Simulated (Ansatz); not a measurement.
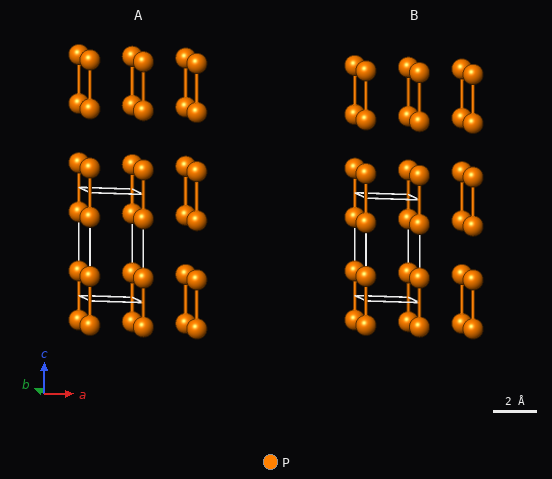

Two geometries of solid P (a generated structure, set up in P6/mmm) (coarse preliminary run), drawn at one scale. One is the start of a relaxation, the other its converged end. The picture is a ball-and-stick view of the cell of the calculation, repeated 2 × 1 × 2 with one cell outlined, seen from a free direction.

Theory: DFT PBE, scalar-relativistic, plane waves, PAW (Ansatz 0.2.0). (plane-wave cutoff 420 eV; k-point mesh 9 × 9 × 4; occupations gaussian; smearing width 0.1 eV; no spin polarisation; cell and atoms relaxed; force threshold 0.04 eV/Å; at most 70 steps)

**Which of the two is the end point?**

Structure A is the relaxed one. After 5 accepted moves (9 points after the start) the energy has fallen by 10.4 meV per atom. The largest force component goes from 0.097 to 0.0005 eV/Å. The pressure goes from 1.86 to −0.08 GPa. The line search rejected the trial steps at points 5, 7 of the run. The SCF was repeated twice at an unchanged geometry on a basis and grid sized afresh for the cell, which shifted the energy by 0.3 meV per atom at most. The largest moves relative to the cell, 0.062 Å, are those of P atoms. The volume changes by +4.9 %, with a = b 2.652 → 2.646 Å (−0.2 %), c 4.844 → 5.101 Å (+5.3 %). The space group stays P6/mmm (No. 191). The run took 6.7 s on 1 thread of Arm Neoverse V2 (shared host), peak memory 0.27 GiB.
